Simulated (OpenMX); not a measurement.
## MgI₂: 7 runs along one coordinate

System: MgI₂ (P-3m1, 3 atoms in the cell).
Method: Kohn-Sham DFT of a periodic cell, PBE, OpenMX 2013 PBE set, no spin polarisation (OpenMX 3.8.5).

The 7 runs differ only in the geometry, by an even scaling of the cell at fixed fractional positions. The structure derives from an entry of the Crystallography Open Database.

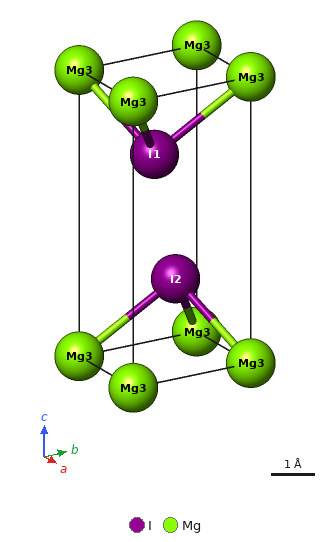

Figure 1. The structure of run 4 (ball-and-stick view of the cell of the calculation, seen slightly off an axis; atoms are numbered from 1 in the order of the input).

## Input of run 4
```
System.CurrrentDirectory             ./
System.Name                          MgI2
DATA.PATH                            ./DFT_DATA13
level.of.stdout                      1
level.of.fileout                     0
Species.Number                       2
<Definition.of.Atomic.Species
  I   I7.0-s3p2d2f1          I_PBE13
  Mg  Mg7.0-s3p2d1           Mg_PBE13
Definition.of.Atomic.Species>

Atoms.Number                         3
Atoms.SpeciesAndCoordinates.Unit     FRAC
<Atoms.SpeciesAndCoordinates
    1  I     0.6666666667    0.3333333333    0.7500000000   3.500  3.500
    2  I     0.3333333333    0.6666666667    0.2500000000   3.500  3.500
    3  Mg    0.0000000000    0.0000000000    0.0000000000   4.000  4.000
Atoms.SpeciesAndCoordinates>

Atoms.UnitVectors.Unit               Ang
<Atoms.UnitVectors
     4.1400000000    0.0000000000    0.0000000000
    -2.0700000000    3.5853451717    0.0000000000
     0.0000000000    0.0000000000    6.8800000000
Atoms.UnitVectors>

scf.XcType                           GGA-PBE
scf.SpinPolarization                 off
scf.ElectronicTemperature            580.226
scf.energycutoff                     500.0
scf.maxIter                          100
scf.EigenvalueSolver                 band
scf.Kgrid                            9 9 5
scf.Mixing.Type                      rmm-diisk
scf.Init.Mixing.Weight               0.05
scf.Min.Mixing.Weight                0.001
scf.Max.Mixing.Weight                0.3
scf.Mixing.History                   25
scf.Mixing.StartPulay                8
scf.criterion                        1.0e-8
scf.stress.tensor                    on
MD.Type                              nomd
```

Command:
```bash
openmx MgI2.dat -nt 1 > MgI2.std
```

Run 6 has the same physical settings and fractional positions; its lattice vectors (Å) are:
```
   4.194480    0.000000    0.000000
  -2.097240    3.632526    0.000000
   0.000000    0.000000    6.970537
```

## Results, with one run withheld

```tsv
run	volume per atom (Å³)	free energy per atom, from the lowest run given (meV)	gap on the mesh (eV)
1	31.998	28.54	3.47
2	32.679	16.50	3.45
3	33.360	7.95	3.43
4	34.041	2.56	3.41
5	34.722	0.00	3.39
6	35.402	?	?
7	36.083	2.13	3.34
```

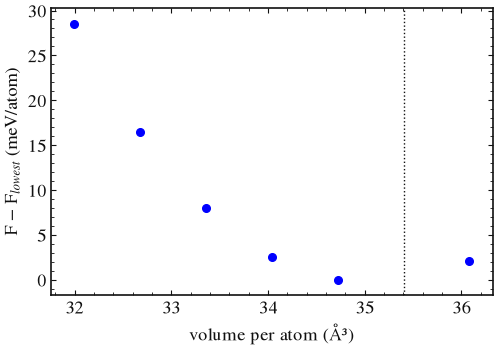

Figure 2. Free energy per atom of the runs given; the dotted line marks run 6.

What should run 6 give?

A cubic polynomial in V^(−2/3) (the Birch–Murnaghan form), fitted to the 6 runs given, misses them by at most 0.01 meV per atom. With x = V^(−2/3) − 0.09572 Å⁻², it reads F = 4.377 + 3951.4 x + 8.3586e+05 x² + 3.0274e+06 x³ (meV per atom). At run 6 it gives −0.07 meV per atom, and the run itself gives −0.08. The fit has its minimum at 35.075 Å³ per atom, where V d²F/dV² gives 28.8 GPa. Cell shape and fractional positions are held, so this is the stiffness under even scaling; the relaxed bulk modulus wasn't computed and can be far lower in a crystal of layers, chains or molecules like this one. The gap on the mesh goes, without turning, from 3.47 eV in run 1 to 3.34 eV in run 7; run 6 has 3.36 eV. These are gaps of this functional on this mesh, which can miss the band edges; they aren't the measured gap.

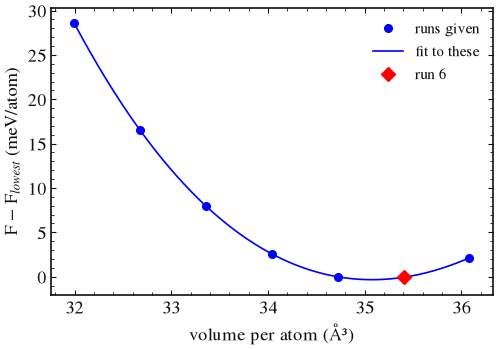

Figure 3. The fit and the withheld run.

## Some lines of the output (run 6)
```
[...]
  Cell_Volume =    716.720124115429 (Bohr^3)
        Total energy (Hartree) at MD = 1
   kloop=0
   kloop=1
   kloop=202
```

Notes: With a small basis of atomic orbitals these values can differ much from converged plane-wave results.
